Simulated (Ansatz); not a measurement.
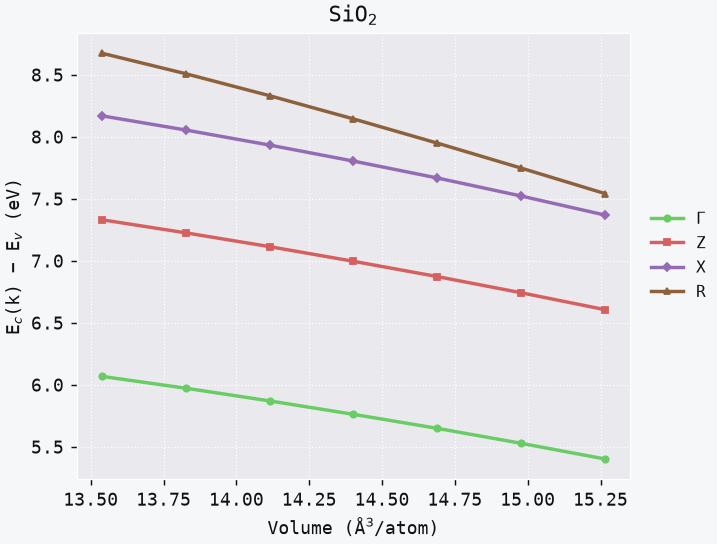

Lowest conduction level at each named k point, counted from the valence-band top at Γ.

System: SiO$_{2}$, space group P4_12_12, 12 atoms in the cell. The cell is scaled at fixed shape and fractional positions. At 14.40 Å³/atom, a = 4.982 Å, c = 6.963 Å (tetragonal axes). Ansatz; PBE, Ansatz PAW, no spin polarisation, no spin-orbit coupling, 6×6×4 k mesh, 420 eV cutoff.

How does each level move from 13.54 Å³/atom to 15.27 Å³/atom?

Answer. Γ falls by 0.67 eV, Z falls by 0.73 eV, X falls by 0.80 eV and R falls by 1.13 eV.

Which of these conduction levels is lowest, and does that change?

Answer. The lowest is the one at Γ, over the whole range, so among these points the gap stays direct.

What are the deformation potentials dE/d ln V?

Answer. Straight lines against ln V have slopes of −5.5 eV at Γ, −6.0 eV at Z, −6.7 eV at X and −9.5 eV at R. The points bend away from straight lines by up to 0.03 eV, so these are means over the range.

The values:
| volume | Γ (eV) | Z (eV) | X (eV) | R (eV) |
| --- | --- | --- | --- | --- |
| 13.54 Å³/atom | 6.07 | 7.33 | 8.17 | 8.67 |
| 13.83 Å³/atom | 5.97 | 7.22 | 8.05 | 8.51 |
| 14.11 Å³/atom | 5.87 | 7.11 | 7.93 | 8.33 |
| 14.40 Å³/atom | 5.76 | 7.00 | 7.80 | 8.14 |
| 14.69 Å³/atom | 5.65 | 6.87 | 7.67 | 7.95 |
| 14.98 Å³/atom | 5.53 | 6.74 | 7.52 | 7.75 |
| 15.27 Å³/atom | 5.40 | 6.60 | 7.37 | 7.54 |

LDA, GGA and most meta-GGA functionals understate gaps. The usual form of SiO2 is α-quartz.
